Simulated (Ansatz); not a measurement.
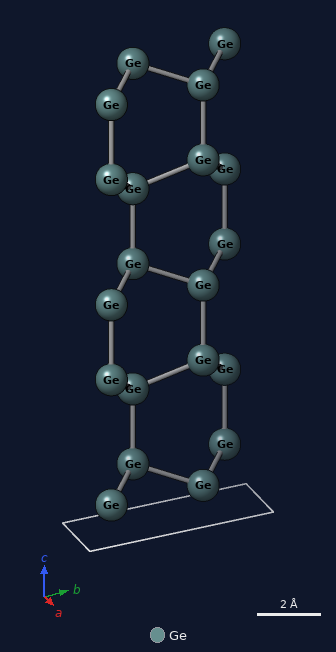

The starting point is a (0 0 1) slab of Ge as cut from the relaxed bulk. A ball-and-stick model of the 1 × 2 repeat of the cell, outlined in the plane, without the vacuum, seen slightly off an axis.

All numbers below come from DFT PBEsol, scalar-relativistic, plane waves, PAW in Ansatz 0.2.0. Set-up: plane-wave cutoff 420 eV; occupations gaussian; smearing width 0.1 eV; no spin polarisation. The k-mesh is chosen for each cell (9×9×6, 9×9×1).

Change: The atoms of the slab are relaxed at the bulk's in-plane cell.

Question: What does the calculation give for the changed structure?

Answer: The surface energy (mean of the two faces) falls from 1.27 to 1.26 J/m². The top spacing, between the Ge and Ge planes, goes from 0.83 to 0.81 Å (−1.9 %), the bottom one (Ge to Ge) from 0.83 to 0.81 Å (−1.9 %). The work function of the top face goes from 4.77 to 4.75 eV. The cell stays as it was. The largest moves relative to the layer's centre, 0.050 Å, are those of Ge atoms. Some distances before and after: Ge–Ge 2.468 → 2.465 to 2.497 Å, Ge–Ge 2.452 → 2.447 to 2.461 Å.
